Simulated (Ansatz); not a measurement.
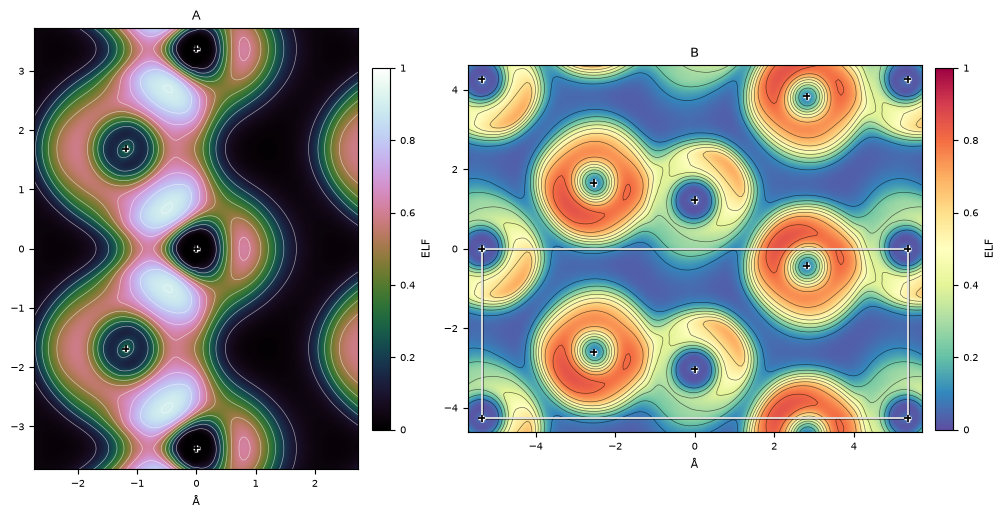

The electron localisation function of 2 systems, each on a plane through atoms (crosses mark nuclei in the plane).

These are results of DFT PBEsol, scalar-relativistic, plane waves, PAW (Ansatz 0.2.0), not measurements.

System 1: BAs, the (110) plane of the conventional cell. Space group F-43m.

```
CELL_PARAMETERS angstrom
4.76788 0.00000 0.00000
0.00000 0.00000 -4.76788
0.00000 4.76788 0.00000
ATOMIC_POSITIONS crystal
B 0.50000 0.50000 0.00000
B 0.00000 0.50000 0.50000
B 0.00000 0.00000 0.00000
B 0.50000 0.00000 0.50000
As 0.75000 0.75000 0.25000
As 0.25000 0.75000 0.75000
As 0.25000 0.25000 0.25000
As 0.75000 0.25000 0.75000
```

System 2: GeSe, the (010) plane of the conventional cell. Space group Pnma.

```xyz
8
Lattice="10.7140 0.0000 0.0000 0.0000 3.8538 0.0000 0.0000 0.0000 4.2617" Properties=species:S:1:pos:R:3 pbc="T T T"
Ge    4.0794    2.8904    2.5839
Ge    1.2776    0.9635    0.4530
Ge    9.4364    2.8904    3.8087
Ge    6.6346    0.9635    1.6778
Se    1.5453    2.8904    2.1569
Se    3.8117    0.9635    0.0261
Se    6.9023    2.8904    4.2356
Se    9.1687    0.9635    2.1048
```

### Match each panel to its system.

Panel A is system 1, BAs: the plane holds B and As. B–As (2.06 Å): the ELF peaks at about 0.90 between the atoms, as expected for localised, covalent bonding. Panel B is system 2, GeSe: the plane holds Ge and Se. Ge–Se (2.57 Å): the ELF is about 0.65 at the midpoint.
